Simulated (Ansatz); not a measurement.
## Nudged elastic band, with input and output: Pd27H (part 3 of 3)

Pd27H (defect cell, 28 atoms in the cell); DFT LDA, scalar-relativistic, plane waves, PAW, no spin polarisation (Ansatz 0.2.0); cutoff 420 eV, 4×4×4 k-mesh, Gaussian smearing of 0.1 eV. The structure derives from a Materials Project entry. It belongs to a series of runs on one base structure; here: climbing-image band for the jump of H by 2.71 A.

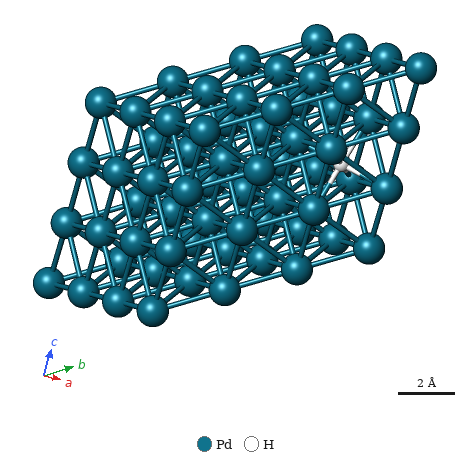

Fig. 1: The input geometry (ball-and-stick view of the cell of the calculation, seen slightly off an axis).

**Output, continued**
```
--- NEB band (7 images, 4 band iterations, 154 SCF iterations) ---
  forward barrier  = 0.693586 eV
  backward barrier = 0.693586 eV
  lagrangian_above_aufbau_ev (what the smearing adds, to first order; not taken off the barriers): saddle image -0.191269 eV, end points -0.202311 and -0.202311 eV
  climbing image's point = of an order that was not read
  energies are F+E_penalty+E_count in eV, relative to image 0
  image     s (Å)  Δ vs image 0  max|band force component| (eV/Å)
      0    0.0000      0.000000                                 —
      1    0.4584      0.104661                          5.251e-3
      2    0.9169      0.448902                          2.468e-2
  *   3    1.3754      0.693586                          3.948e-2
      4    1.8306      0.452342                          2.504e-2
      5    2.2858      0.108253                          8.629e-3
      6    2.7411      0.000000                                 —
  climbing-image geometry (image 3):
  cell:  # Å, volume = 381.9200 Å³
    - [-5.7585630097, 5.7585630097, 0.0]
    - [-5.7585630097, 0.0, 5.7585630097]
    - [0.0, 5.7585630097, 5.7585630097]
  atoms:
    - { symbol: Pd, position: [-0.0018075470365930422, -0.0017753936021611754, 0.0017748423912247533] }
    - { symbol: Pd, position: [0.32845440992661684, -0.00015850570349201982, 0.003919242355085726] }
    - { symbol: Pd, position: [-0.00019367489046304143, 0.32848947291234154, 0.0039194115178643185] }
    - { symbol: Pd, position: [-0.002806450426725282, -0.0027747365908762367, 0.3375877254413833] }
    - { symbol: Pd, position: [0.6651466712842776, 0.001590620544849923, 0.00035510168077512033] }
    - { symbol: Pd, position: [0.33335068163198944, 0.3333826986990548, -0.0002060098309781544] }
    - { symbol: Pd, position: [0.3320948324691799, 0.0002544950190991324, 0.3338078060299091] }
    - { symbol: Pd, position: [0.0015590409739441036, 0.6651780900355507, 0.000353386829389124] }
    - { symbol: Pd, position: [0.00022182700320222404, 0.33212728220431664, 0.3338079823095076] }
    - { symbol: Pd, position: [-0.0028051840536686967, -0.0027736757492519137, 0.6679585080558573] }
    - { symbol: Pd, position: [0.6664765513490192, 0.33462301506874503, -0.0005677480253709621] }
    - { symbol: Pd, position: [0.6651472746839271, 0.0015902213153176914, 0.3328797165692936] }
    - { symbol: Pd, position: [0.33459051698476877, 0.6665091505661283, -0.000567761941298317] }
    - { symbol: Pd, position: [0.3333505151207573, 0.33338324401481967, 0.333426824519937] }
    - { symbol: Pd, position: [0.32845794516821486, -0.00015825177030187598, 0.6677486725920536] }
    - { symbol: Pd, position: [0.001558136779891528, 0.6651792248493582, 0.3328813364150352] }
    - { symbol: Pd, position: [-0.00019374561300489201, 0.32849296196450994, 0.6677487964855209] }
    - { symbol: Pd, position: [0.6694775641798092, 0.6695090376365376, -0.004291174281595589] }
    - { symbol: Pd, position: [0.6668986205889034, 0.3382809776290133, 0.32930343145263485] }
    - { symbol: Pd, position: [0.6433485961927987, 0.023462476145520716, 0.6665799575348683] }
    - { symbol: Pd, position: [0.3382455102615873, 0.6669341368719005, 0.3293034079540762] }
    - { symbol: Pd, position: [0.33334412131410573, 0.3333830410944644, 0.6666060654325558] }
    - { symbol: Pd, position: [0.02343506443956811, 0.643375022027516, 0.6665799530774884] }
    - { symbol: Pd, position: [0.6685109750887938, 0.668543397550211, 0.3314557304113904] }
    - { symbol: Pd, position: [0.6668985217601453, 0.33828472107461216, 0.66548084849082] }
    - { symbol: Pd, position: [0.33824904136163914, 0.6669338964443584, 0.665480968995542] }
    - { symbol: Pd, position: [0.6694786240767268, 0.6695104700684749, 0.6652676041409216] }
    - { symbol: H, position: [0.831994052130587, 0.8321620304293823, 0.6678662527961076] }
```

**The last band as extended XYZ (Å, eV, eV/Å)**
```
28
Lattice="-5.7586 5.7586 0.0000 -5.7586 0.0000 5.7586 0.0000 5.7586 5.7586" Properties=species:S:1:pos:R:3:forces:R:3 image=0 energy=-184820.00880
Pd   -0.0038   -0.0036   -0.0036    0.0004   0.0000   0.0002
Pd   -1.9192    1.9195   -0.0001   -0.0001   0.0000   0.0001
Pd   -1.9193   -0.0001    1.9195   -0.0001   0.0000   0.0000
Pd   -0.0239    1.9195    1.9195   -0.0003   0.0004   0.0000
Pd   -3.8392    3.8393   -0.0003    0.0004  -0.0002   0.0000
Pd   -3.8393    1.9196    1.9195    0.0005  -0.0002   0.0000
Pd   -1.9192    3.8392    1.9195   -0.0002  -0.0003   0.0000
Pd   -3.8392   -0.0003    3.8393    0.0002   0.0000  -0.0001
Pd   -1.9192    1.9195    3.8392   -0.0001   0.0000  -0.0001
Pd   -0.0038    3.8427    3.8426    0.0005  -0.0002  -0.0001
Pd   -5.7590    3.8395    1.9195    0.0007  -0.0005   0.0000
Pd   -3.8393    5.7337    1.9195    0.0005   0.0006   0.0000
Pd   -5.7590    1.9196    3.8395    0.0007  -0.0001  -0.0003
Pd   -3.8392    3.8393    3.8394    0.0003  -0.0002   0.0000
Pd   -1.9160    5.7549    3.8427    0.0004   0.0000   0.0000
Pd   -3.8393    1.9196    5.7339    0.0006  -0.0002   0.0006
Pd   -1.9160    3.8428    5.7549    0.0003  -0.0003   0.0003
Pd   -7.6746    3.8428    3.8428    0.0003  -0.0003  -0.0002
Pd   -5.7624    5.7550    3.8427    0.0004   0.0000  -0.0001
Pd   -3.8393    7.6782    3.8638    0.0006  -0.0002  -0.0006
Pd   -5.7623    3.8427    5.7550    0.0005  -0.0002   0.0001
Pd   -3.8392    5.7583    5.7583    0.0002   0.0000   0.0001
Pd   -3.8393    3.8636    7.6781    0.0004  -0.0006   0.0000
Pd   -7.6746    5.7549    5.7549    0.0004   0.0000   0.0000
Pd   -5.7590    7.6781    5.7581    0.0007  -0.0001   0.0003
Pd   -5.7589    5.7581    7.6781    0.0007   0.0002   0.0000
Pd   -7.6528    7.6781    7.6781    0.0005   0.0004   0.0000
H    -9.5855    7.6754    7.6783   -0.0094   0.0021  -0.0001
28
Lattice="-5.7586 5.7586 0.0000 -5.7586 0.0000 5.7586 0.0000 5.7586 5.7586" Properties=species:S:1:pos:R:3:forces:R:3 image=1 energy=-184819.90413
Pd    0.0070   -0.0047   -0.0046   -0.0101   0.0132   0.0132
Pd   -1.9027    1.9146    0.0072   -0.0146   0.0160   0.0007
Pd   -1.9028    0.0071    1.9147   -0.0145   0.0008   0.0160
Pd    0.0006    1.9197    1.9198   -0.0276   0.0056   0.0058
Pd   -3.8392    3.8400    0.0081    0.0001   0.0167   0.0072
Pd   -3.8392    1.9120    1.9121    0.0000   0.0139   0.0139
Pd   -1.9169    3.8337    1.9177   -0.0017   0.0161   0.0115
Pd   -3.8392    0.0079    3.8400    0.0001   0.0073   0.0169
Pd   -1.9169    1.9176    3.8338   -0.0017   0.0115   0.0162
Pd    0.0045    3.8401    3.8402   -0.0185   0.0206   0.0206
Pd   -5.7613    3.8339    1.9177    0.0020   0.0165   0.0115
Pd   -3.8391    5.7407    1.9223   -0.0001   0.0099   0.0080
Pd   -5.7613    1.9176    3.8340    0.0020   0.0115   0.0165
Pd   -3.8391    3.8325    3.8326    0.0001   0.0145   0.0145
Pd   -1.9118    5.7477    3.8411   -0.0129   0.0227   0.0122
Pd   -3.8391    1.9222    5.7407   -0.0001   0.0079   0.0100
Pd   -1.9118    3.8409    5.7478   -0.0129   0.0123   0.0226
Pd   -7.6829    3.8400    3.8401    0.0190   0.0208   0.0208
Pd   -5.7665    5.7476    3.8410    0.0134   0.0229   0.0120
Pd   -3.8395    7.6571    3.9190   -0.0007   0.0719  -0.0544
Pd   -5.7665    3.8408    5.7477    0.0134   0.0121   0.0229
Pd   -3.8392    5.7529    5.7530    0.0001   0.0153   0.0152
Pd   -3.8395    3.9187    7.6571   -0.0006  -0.0566   0.0731
Pd   -7.6852    5.7537    5.7538    0.0104   0.0130   0.0130
Pd   -5.7755    7.6731    5.7657    0.0152   0.0160   0.0002
Pd   -5.7755    5.7655    7.6732    0.0151   0.0003   0.0160
Pd   -7.6776    7.6780    7.6781    0.0261   0.0057   0.0060
H    -9.5878    7.9976    7.9986   -0.0010  -0.3383  -0.3421
28
Lattice="-5.7586 5.7586 0.0000 -5.7586 0.0000 5.7586 0.0000 5.7586 5.7586" Properties=species:S:1:pos:R:3:forces:R:3 image=2 energy=-184819.55989
Pd    0.0170   -0.0042   -0.0040   -0.0050   0.0145   0.0145
Pd   -1.8895    1.9118    0.0171    0.0028   0.0178   0.0116
Pd   -1.8895    0.0169    1.9120    0.0029   0.0117   0.0177
Pd    0.0261    1.9249    1.9251   -0.0088   0.0158   0.0161
Pd   -3.8394    3.8368    0.0118   -0.0001   0.0304   0.0225
Pd   -3.8394    1.9109    1.9111   -0.0001   0.0070   0.0070
Pd   -1.9143    3.8312    1.9191    0.0002   0.0155   0.0136
Pd   -3.8394    0.0117    3.8368   -0.0001   0.0225   0.0305
Pd   -1.9143    1.9190    3.8313    0.0002   0.0136   0.0155
Pd    0.0216    3.8335    3.8336   -0.0174   0.0274   0.0274
Pd   -5.7642    3.8313    1.9191    0.0002   0.0161   0.0136
Pd   -3.8393    5.7448    1.9265   -0.0008   0.0192   0.0232
Pd   -5.7642    1.9190    3.8314    0.0002   0.0135   0.0161
Pd   -3.8393    3.8320    3.8322    0.0000   0.0081   0.0081
Pd   -1.9009    5.7396    3.8413   -0.0203   0.0284   0.0154
Pd   -3.8393    1.9263    5.7450   -0.0008   0.0231   0.0192
Pd   -1.9009    3.8412    5.7397   -0.0203   0.0155   0.0282
Pd   -7.7004    3.8335    3.8336    0.0176   0.0278   0.0278
Pd   -5.7779    5.7395    3.8412    0.0202   0.0285   0.0150
Pd   -3.8401    7.6019    3.9777   -0.0112   0.1193   0.0397
Pd   -5.7780    3.8411    5.7396    0.0202   0.0150   0.0283
Pd   -3.8394    5.7500    5.7502    0.0003   0.0040   0.0037
Pd   -3.8401    3.9774    7.6019   -0.0111   0.0327   0.1238
Pd   -7.6957    5.7543    5.7544    0.0049   0.0141   0.0141
Pd   -5.7894    7.6704    5.7757   -0.0028   0.0179   0.0113
Pd   -5.7894    5.7755    7.6706   -0.0029   0.0114   0.0178
Pd   -7.7039    7.6832    7.6833    0.0058   0.0158   0.0161
H    -9.5823    8.3138    8.3147    0.0261  -0.5866  -0.5979
28
Lattice="-5.7586 5.7586 0.0000 -5.7586 0.0000 5.7586 0.0000 5.7586 5.7586" Properties=species:S:1:pos:R:3:forces:R:3 image=3 energy=-184819.31521
Pd    0.0206   -0.0002    0.0000    0.0021  -0.0001   0.0000
Pd   -1.8905    1.9140    0.0217   -0.0002   0.0003  -0.0018
Pd   -1.8905    0.0215    1.9142   -0.0001  -0.0017   0.0002
Pd    0.0321    1.9279    1.9280    0.0034   0.0005   0.0006
Pd   -3.8394    3.8323    0.0112   -0.0003  -0.0009  -0.0006
Pd   -3.8394    1.9184    1.9186   -0.0001  -0.0004  -0.0004
Pd   -1.9139    3.8346    1.9237    0.0010  -0.0002   0.0002
Pd   -3.8394    0.0110    3.8325   -0.0003  -0.0006  -0.0007
Pd   -1.9139    1.9235    3.8348    0.0011   0.0002  -0.0002
Pd    0.0321    3.8303    3.8305    0.0036  -0.0004  -0.0004
Pd   -5.7649    3.8347    1.9237   -0.0006   0.0001   0.0000
Pd   -3.8394    5.7472    1.9261   -0.0003   0.0002   0.0006
Pd   -5.7649    1.9235    3.8349   -0.0006  -0.0001   0.0001
Pd   -3.8394    3.8397    3.8399   -0.0001   0.0004   0.0004
Pd   -1.8905    5.7367    3.8444    0.0001   0.0016  -0.0002
Pd   -3.8394    1.9259    5.7474   -0.0003   0.0005   0.0001
Pd   -1.8905    3.8442    5.7369    0.0002  -0.0002   0.0015
Pd   -7.7106    3.8305    3.8307   -0.0037   0.0003   0.0004
Pd   -5.7884    5.7367    3.8443    0.0000   0.0017  -0.0004
Pd   -3.8399    7.5433    3.9737   -0.0200  -0.0235   0.0244
Pd   -5.7884    3.8441    5.7369   -0.0001  -0.0004   0.0016
Pd   -3.8394    5.7583    5.7585    0.0010   0.0007   0.0003
Pd   -3.8399    3.9735    7.5435   -0.0199   0.0148  -0.0139
Pd   -7.6995    5.7584    5.7586   -0.0022  -0.0001   0.0000
Pd   -5.7884    7.6726    5.7802    0.0003   0.0004  -0.0019
Pd   -5.7884    5.7800    7.6728    0.0002  -0.0018   0.0004
Pd   -7.7107    7.6862    7.6864   -0.0035  -0.0002  -0.0001
H    -9.5831    8.6370    8.6380    0.0395   0.0088  -0.0100
28
Lattice="-5.7586 5.7586 0.0000 -5.7586 0.0000 5.7586 0.0000 5.7586 5.7586" Properties=species:S:1:pos:R:3:forces:R:3 image=4 energy=-184819.55645
Pd    0.0170    0.0038    0.0040   -0.0047  -0.0139  -0.0139
Pd   -1.9007    1.9170    0.0189   -0.0194  -0.0153  -0.0274
Pd   -1.9007    0.0187    1.9173   -0.0194  -0.0272  -0.0154
Pd    0.0218    1.9248    1.9250   -0.0160  -0.0264  -0.0265
Pd   -3.8394    3.8319    0.0135   -0.0005  -0.0226  -0.0171
Pd   -3.8394    1.9261    1.9263    0.0001  -0.0078  -0.0078
Pd   -1.9144    3.8391    1.9272    0.0003  -0.0132  -0.0154
Pd   -3.8394    0.0133    3.8321   -0.0005  -0.0170  -0.0224
Pd   -1.9144    1.9270    3.8394    0.0003  -0.0153  -0.0132
Pd    0.0261    3.8333    3.8335   -0.0095  -0.0164  -0.0161
Pd   -5.7643    3.8391    1.9271    0.0003  -0.0132  -0.0159
Pd   -3.8394    5.7465    1.9217    0.0001  -0.0211  -0.0287
Pd   -5.7643    1.9269    3.8394    0.0003  -0.0159  -0.0132
Pd   -3.8394    3.8472    3.8474    0.0000  -0.0068  -0.0068
Pd   -1.8894    5.7411    3.8466    0.0019  -0.0108  -0.0174
Pd   -3.8394    1.9216    5.7468    0.0001  -0.0288  -0.0212
Pd   -1.8895    3.8463    5.7414    0.0021  -0.0173  -0.0109
Pd   -7.7040    3.8336    3.8338    0.0068  -0.0164  -0.0161
Pd   -5.7894    5.7412    3.8466   -0.0014  -0.0103  -0.0174
Pd   -3.8397    7.5395    3.9163   -0.0102  -0.0495  -0.1233
Pd   -5.7894    3.8463    5.7415   -0.0015  -0.0173  -0.0105
Pd   -3.8394    5.7667    5.7670    0.0005  -0.0040  -0.0045
Pd   -3.8397    3.9163    7.5399   -0.0101  -0.1297  -0.0393
Pd   -7.6958    5.7624    5.7626    0.0050  -0.0135  -0.0135
Pd   -5.7781    7.6757    5.7775    0.0199  -0.0150  -0.0277
Pd   -5.7782    5.7773    7.6759    0.0198  -0.0276  -0.0150
Pd   -7.7006    7.6833    7.6836    0.0168  -0.0269  -0.0269
H    -9.5864    8.9581    8.9593    0.0190   0.5992   0.5833
28
Lattice="-5.7586 5.7586 0.0000 -5.7586 0.0000 5.7586 0.0000 5.7586 5.7586" Properties=species:S:1:pos:R:3:forces:R:3 image=5 energy=-184819.90054
Pd    0.0071    0.0045    0.0047   -0.0102  -0.0129  -0.0129
Pd   -1.9117    1.9174    0.0110   -0.0130  -0.0124  -0.0227
Pd   -1.9117    0.0108    1.9177   -0.0130  -0.0226  -0.0124
Pd    0.0047    1.9184    1.9186   -0.0181  -0.0204  -0.0204
Pd   -3.8392    3.8361    0.0178   -0.0001  -0.0085  -0.0097
Pd   -3.8392    1.9259    1.9261    0.0002  -0.0145  -0.0145
Pd   -1.9169    3.8407    1.9249   -0.0014  -0.0114  -0.0162
Pd   -3.8392    0.0177    3.8364   -0.0001  -0.0099  -0.0082
Pd   -1.9169    1.9247    3.8410   -0.0015  -0.0162  -0.0115
Pd    0.0008    3.8387    3.8389   -0.0288  -0.0067  -0.0062
Pd   -5.7615    3.8407    1.9248    0.0020  -0.0114  -0.0165
Pd   -3.8392    5.7502    1.9186    0.0002  -0.0069  -0.0164
Pd   -5.7615    1.9246    3.8410    0.0020  -0.0165  -0.0114
Pd   -3.8393    3.8464    3.8466    0.0001  -0.0139  -0.0139
Pd   -1.9025    5.7510    3.8441   -0.0151  -0.0003  -0.0161
Pd   -3.8392    1.9185    5.7506    0.0002  -0.0165  -0.0071
Pd   -1.9025    3.8438    5.7513   -0.0149  -0.0160  -0.0004
Pd   -7.6784    3.8389    3.8391    0.0258  -0.0071  -0.0065
Pd   -5.7759    5.7512    3.8441    0.0159   0.0001  -0.0160
Pd   -3.8392    7.5970    3.8609   -0.0015   0.0503  -0.0749
Pd   -5.7758    3.8438    5.7515    0.0157  -0.0159   0.0000
Pd   -3.8392    5.7640    5.7644    0.0003  -0.0154  -0.0157
Pd   -3.8392    3.8608    7.5976   -0.0014  -0.0775   0.0552
Pd   -7.6855    5.7631    5.7633    0.0108  -0.0127  -0.0127
Pd   -5.7667    7.6760    5.7696    0.0137  -0.0122  -0.0230
Pd   -5.7667    5.7694    7.6763    0.0137  -0.0229  -0.0123
Pd   -7.6832    7.6769    7.6772    0.0189  -0.0206  -0.0206
H    -9.5942    9.2718    9.2737   -0.0003   0.3512   0.3433
28
Lattice="-5.7586 5.7586 0.0000 -5.7586 0.0000 5.7586 0.0000 5.7586 5.7586" Properties=species:S:1:pos:R:3:forces:R:3 image=6 energy=-184820.00880
Pd   -0.0036    0.0038    0.0036    0.0000  -0.0004  -0.0002
Pd   -1.9158    1.9160    0.0037   -0.0003  -0.0003  -0.0003
Pd   -1.9159    0.0038    1.9159   -0.0002  -0.0005   0.0001
Pd   -0.0037    1.9160    1.9158    0.0000  -0.0004   0.0000
Pd   -3.8390    3.8393    0.0247   -0.0002  -0.0006  -0.0006
Pd   -3.8390    1.9192    1.9194    0.0000   0.0001   0.0001
Pd   -1.9192    3.8392    1.9192   -0.0002  -0.0003   0.0000
Pd   -3.8390    0.0239    3.8390    0.0004   0.0003   0.0000
Pd   -1.9194    1.9192    3.8390   -0.0003   0.0002   0.0000
Pd   -0.0249    3.8393    3.8390    0.0006  -0.0005   0.0000
Pd   -5.7588    3.8392    1.9193    0.0000  -0.0002   0.0001
Pd   -3.8390    5.7590    1.9191   -0.0001  -0.0007   0.0003
Pd   -5.7587    1.9193    3.8390    0.0000   0.0001   0.0000
Pd   -3.8390    3.8393    3.8390   -0.0002  -0.0005   0.0000
Pd   -1.9190    5.7590    3.8390   -0.0005  -0.0007   0.0000
Pd   -3.8390    1.9192    5.7587    0.0000   0.0001  -0.0001
Pd   -1.9192    3.8392    5.7589   -0.0002  -0.0004   0.0000
Pd   -7.6536    3.8393    3.8390   -0.0006  -0.0004   0.0000
Pd   -5.7590    5.7589    3.8390    0.0002  -0.0007   0.0000
Pd   -3.8390    7.6528    3.8390    0.0004  -0.0005   0.0000
Pd   -5.7588    3.8392    5.7588    0.0000  -0.0002  -0.0001
Pd   -3.8390    5.7590    5.7590   -0.0001  -0.0007  -0.0003
Pd   -3.8390    3.8393    7.6534   -0.0002  -0.0006   0.0006
Pd   -7.6744    5.7623    5.7622   -0.0002  -0.0005  -0.0001
Pd   -5.7622    7.6746    5.7623    0.0000  -0.0004   0.0000
Pd   -5.7622    5.7624    7.6744    0.0000  -0.0004   0.0001
Pd   -7.6744    7.6746    7.6744   -0.0003  -0.0003   0.0002
H    -9.6003    9.5855    9.5974    0.0021   0.0094   0.0001
```

**Key numbers**

| quantity | value |
| --- | --- |
| outcome | converged |
| barrier, forward | 0.694 eV |
| barrier, backward | 0.694 eV |
| electrons treated | 487 |
| wall time | 23 min (CPU time 2.7 h) |
| peak memory | 14 GiB |

**Notes**

The order of the saddle point was not checked.
